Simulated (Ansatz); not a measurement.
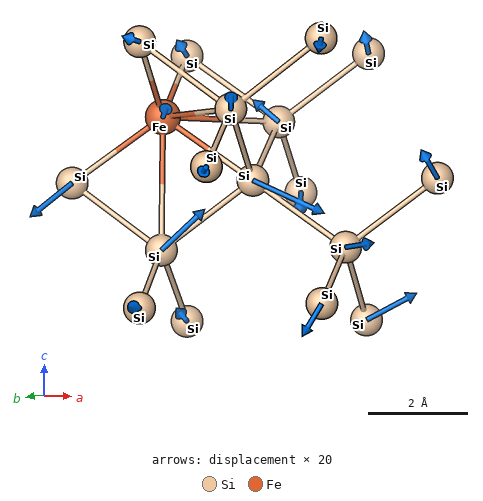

This is a relaxation of a defect cell of composition Si64Fe (cell charge +1). The starting structure is drawn; blue arrows show the displacements, magnified 20 times.

Style: ball-and-stick. Shown: the atoms within 4.2 Å of the atom that moves most (axes of the cell of the calculation), from a free direction.

Theory: DFT, PBEsol, PAW, plane waves (Ansatz 0.2.0). Settings: plane-wave cutoff 420 eV; k-point mesh 1 × 1 × 1; mesh shifted by (0.25, 0.25, 0.25); collinear spin; atoms relaxed in a fixed cell; force threshold 0.03 eV/Å; at most 80 steps.

What happened in the run?

A Si atom moves most: 0.084 Å along [3 −3 −2]. By element the largest moves are Si 0.084 Å, Fe 0.029 Å. The lattice vectors keep their values. Among the contacts that change: Fe–Si 2.308 → 2.401 Å, Si–Si 2.288 → 2.355 Å, Fe–Si 2.327 → 2.394 Å, Si–Si 2.414 → 2.348 Å. Bond angles that change, for instance: Si–Si–Si 107.3° → 112.1°, Si–Si–Si 108.6° → 111.9°, Si–Si–Fe 72.5° → 69.2°. Over 5 geometry steps the energy falls by 0.595 eV per cell of the calculation. The largest force component goes from 0.84 to 0.024 eV/Å.

Limits of the set-up: the cell is charged, on a uniform background, and energies carry no finite-size correction.
